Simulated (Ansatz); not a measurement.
A series of calculations on Si2W3

**1. Relaxation**

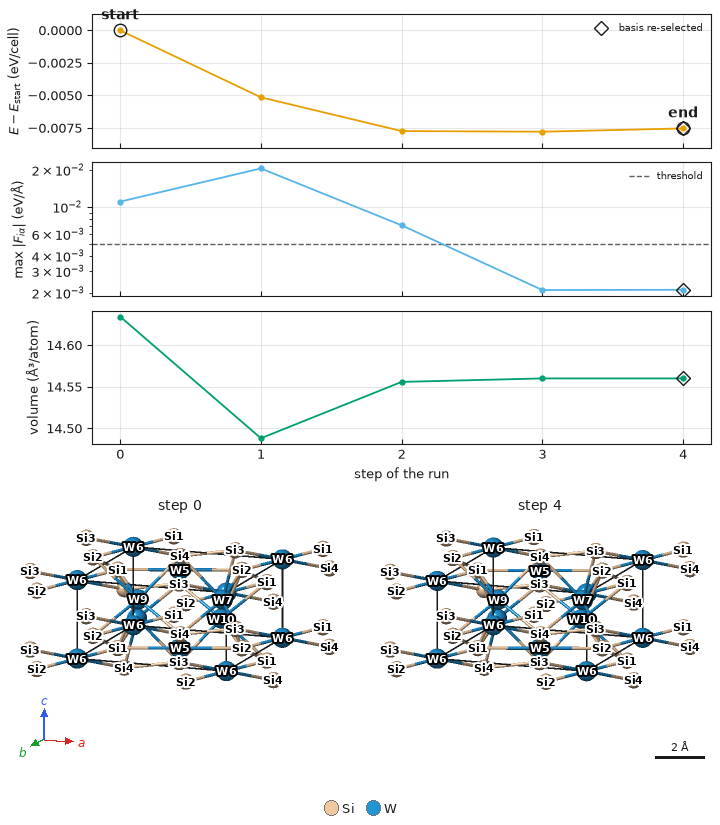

First and last geometry of a relaxation of crystalline Si$_{2}$W$_{3}$ (set up in P4/mbm), with the history of the run. A ball-and-stick model of the cell of the calculation, seen from a free direction.

These are results of Ansatz 0.2.0, DFT PBE, scalar-relativistic, plane waves, PAW, not measurements. Set-up: plane-wave cutoff 420 eV; k-point mesh 6 × 6 × 10; occupations gaussian; smearing width 0.1 eV; no spin polarisation; cell and atoms relaxed; force threshold 0.005 eV/Å; at most 80 steps.

Q: Did the run converge, and what did it change?

A: It converged. The atoms keep their places relative to the cell (all moves are under 0.005 Å). Cell: a = b 6.616 → 6.630 Å (+0.2 %), c 3.344 → 3.312 Å (−0.9 %). Volume −0.5 %. Some distances before and after: Si–Si 2.507 → 2.517 Å, Si–W 2.570 → 2.562 Å, Si–W 2.553 → 2.546 Å, Si–W 2.579 → 2.583 Å. The space group stays P4/mbm (No. 127). Over 3 accepted moves (4 points after the start) the energy falls by 7.5 meV per cell of the calculation. The largest force component goes from 0.011 to 0.0021 eV/Å. Pressure: −1.21 GPa at the start and 0.00 GPa at the end. The SCF was repeated once at an unchanged geometry on a basis and grid sized afresh for the cell, which shifted the energy by 0.3 meV per cell of the calculation at most. The run took 3 min on 2 threads of Intel(R) Xeon(R) Processor @ 2.50GHz (Skylake/Cascade Lake), with other jobs on the host, peak memory 0.73 GiB.

**2. Scan**

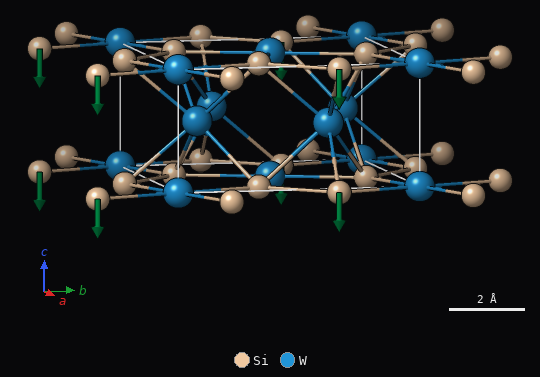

A scan of solid Si2W3 (P4/mbm): Si1 (one in each cell of 10 atoms) is moved towards the nearest copy of atom 1 (Si) at 3.312 Å, all else fixed. The picture shows the reference cell. The green arrows give the direction of positive displacement. A ball-and-stick model of the cell of the calculation, seen slightly off an axis.

Computed with DFT PBE, scalar-relativistic, plane waves, PAW in Ansatz. Set-up: plane-wave cutoff 420 eV; k-point mesh 6 × 6 × 12; occupations gaussian; smearing width 0.15 eV; no spin polarisation. Energies (free energies at the smearing named) are counted from the relaxed crystal.

```
CELL_PARAMETERS angstrom
6.63003 0.00000 0.00000
0.00000 6.63003 0.00000
0.00000 0.00000 3.31232
ATOMIC_POSITIONS crystal
Si 0.13423 0.63423 0.00000
Si 0.86577 0.36577 0.00000
Si 0.63423 0.86577 0.00000
Si 0.36577 0.13423 0.00000
W 0.50000 0.50000 0.00000
W 0.00000 0.00000 0.00000
W 0.65951 0.15951 0.50000
W 0.34049 0.84049 0.50000
W 0.15951 0.34049 0.50000
W 0.84049 0.65951 0.50000
```

Q: Give the energy at each point (the displacement: −0.30, −0.18, 0.00, 0.12, 0.24 Å).

A:
```csv
displacement (Å),ΔE (meV/cell)
−0.30,561
−0.18,202
0.00,0
0.12,90
0.24,359
```

Of the computed points the lowest is at the displacement 0.00 Å, 0 meV/cell. The end points stand at 561 meV/cell (−0.30 Å) and 359 meV/cell (0.24 Å). The curvature at zero is about 12 eV/Å². At the highest point the shortest interatomic distance is 2.36 Å, against 2.52 Å in the reference. The distortion takes the space group from P4/mbm to Cm.

**3. Scan**

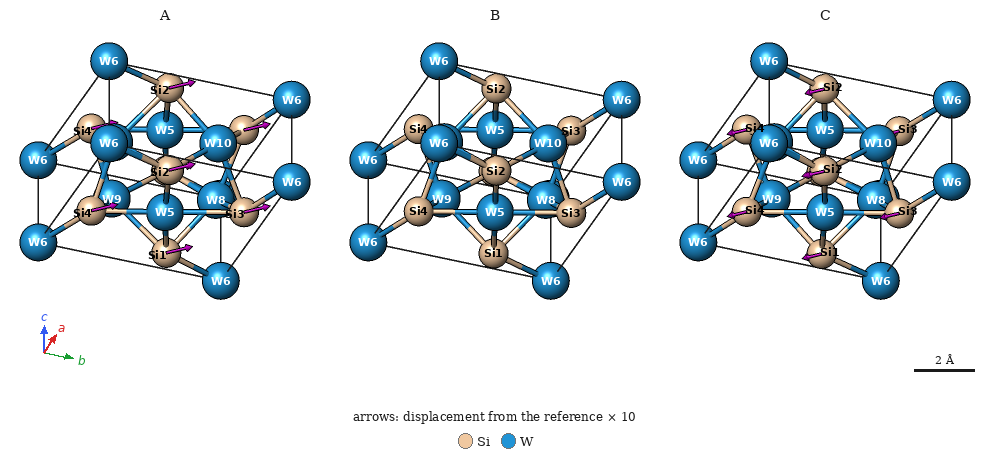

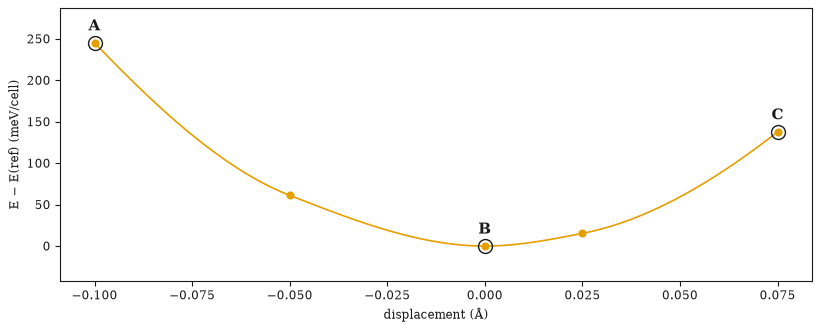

A crystal of Si2W3 (P4/mbm): the whole Si sublattice is shifted rigidly, towards the nearest copy of atom 2 (Si) at 2.517 Å, all else fixed. The lettered frames are marked on the plot. Style: ball-and-stick. Shown: the cell of the calculation, from a free direction. Purple arrows: displacements from the reference.

These are results of Ansatz, DFT PBE, scalar-relativistic, plane waves, PAW, not measurements. Settings: plane-wave cutoff 420 eV; k-point mesh 6 × 6 × 12; occupations gaussian; smearing width 0.15 eV; no spin polarisation. Energies (free energies at the smearing named) are counted from the relaxed crystal.

Q: What does the scan show?

A: Of the computed points the lowest is at the displacement 0.00 Å, 0.0 meV/cell. The curvature at zero is about 49 eV/Å² per cell. At the highest point the shortest interatomic distance is 2.47 Å, against 2.52 Å in the reference. The distortion takes the space group from P4/mbm to Amm2.
